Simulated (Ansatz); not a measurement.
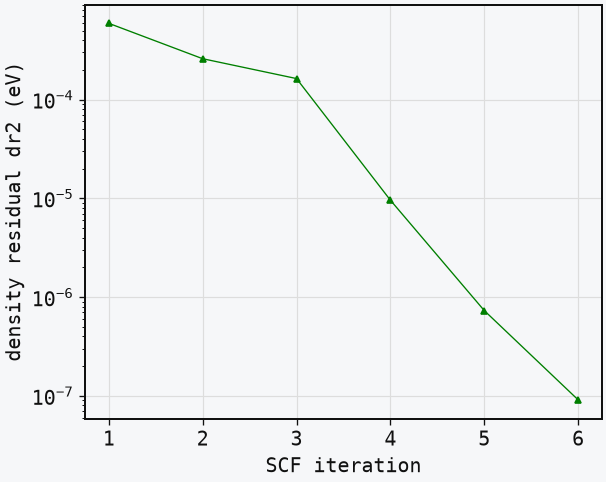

The plot shows the SCF iterations of a calculation: density residual dr2. The starting density is a sum of atomic densities corrected by a trained network, so the first residual is already small.

TaN (16 atoms in the cell), run with Ansatz.

```
crystal:
  lattice:
    - [0.0, 4.4172695491, -4.4172695491]
    - [4.4172695491, 4.4172695491, 0.0]
    - [4.4172695491, 0.0, -4.4172695491]
  atoms:
    - { symbol: Ta, position: [0.25, 0.75, 0.25] }
    - { symbol: Ta, position: [0.25, 0.25, 0.25] }
    - { symbol: Ta, position: [0.75, 0.75, 0.25] }
    - { symbol: Ta, position: [0.75, 0.25, 0.25] }
    - { symbol: Ta, position: [0.25, 0.75, 0.75] }
    - { symbol: Ta, position: [0.25, 0.25, 0.75] }
    - { symbol: Ta, position: [0.75, 0.75, 0.75] }
    - { symbol: Ta, position: [0.75, 0.25, 0.75] }
    - { symbol: "N", position: [0.0, 0.0, 0.5] }
    - { symbol: "N", position: [0.0, 0.5, 0.5] }
    - { symbol: "N", position: [0.5, 0.0, 0.5] }
    - { symbol: "N", position: [0.5, 0.5, 0.5] }
    - { symbol: "N", position: [0.0, 0.0, 1.0] }
    - { symbol: "N", position: [0.0, 0.5, 1.0] }
    - { symbol: "N", position: [0.5, 0.0, 1.0] }
    - { symbol: "N", position: [0.5, 0.5, 1.0] }
basis:
  ecutwfc: 420
  xc_grid: 2
kpoints:
  mp_grid: { grid: [8, 8, 8], shift: [0.0, 0.0, 0.0] }
hamiltonian:
  xc: pbe
scf:
  occupations: { method: fixed }
  max_iter: 50
output:
  forces: true
  eigenvalues: true
  stress: true
```

Command:
```bash
ansatz run input.yaml --threads 4 --pin off --max-ram 10240MiB --backend cpu --events-out ev --progress --plain --runs-dir out
```

> Was self-consistency reached?

Converged, in 6 iterations. The residual falls at every step.

> Is anything amiss with this input?

The input holds an odd setting (fixed occupations whatever the gap). The SCF closed, but its energy differs from that of a run with usual settings by more than 1 meV per atom.
